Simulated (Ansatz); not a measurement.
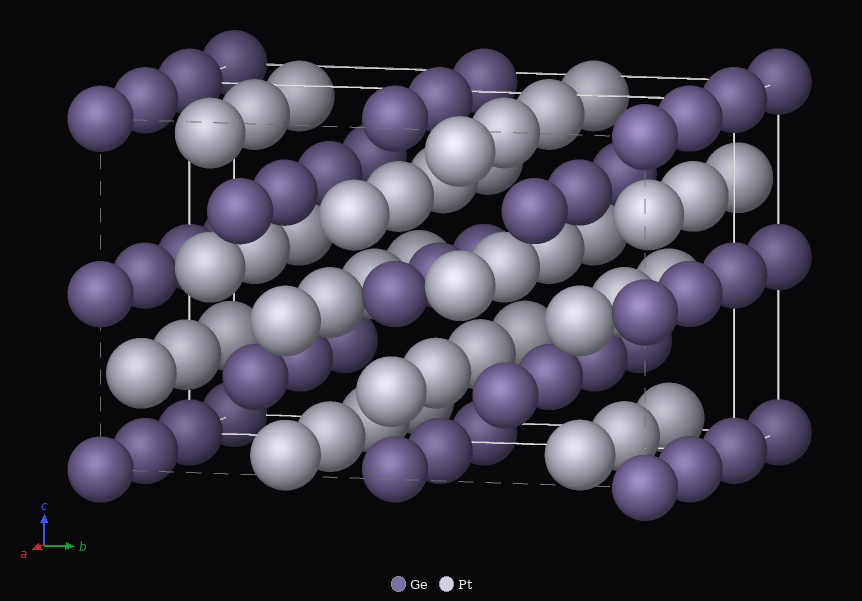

We look at a spheres-only model of the crystal slightly off an axis. Solid lines give the conventional unit cell, repeated here 3×1×1 times.

What structure is drawn here?

The structure is one of Ge₂Pt₃. The symmetry is that of Cmcm (No. 63), on a base-centred orthorhombic lattice. Cell content 8 Ge, 12 Pt; Z = 4. About every Pt there are five Ge. Ge takes two kinds of site: 4a with eight Pt in a distorted cubic arrangement; 4c with seven Pt. Not all metal-metal contacts are counted.

It derives from a structure listed in the Materials Project. Earlier steps of the study may have refined or changed the cell and positions. An electronic-structure calculation with Ansatz was run on it.
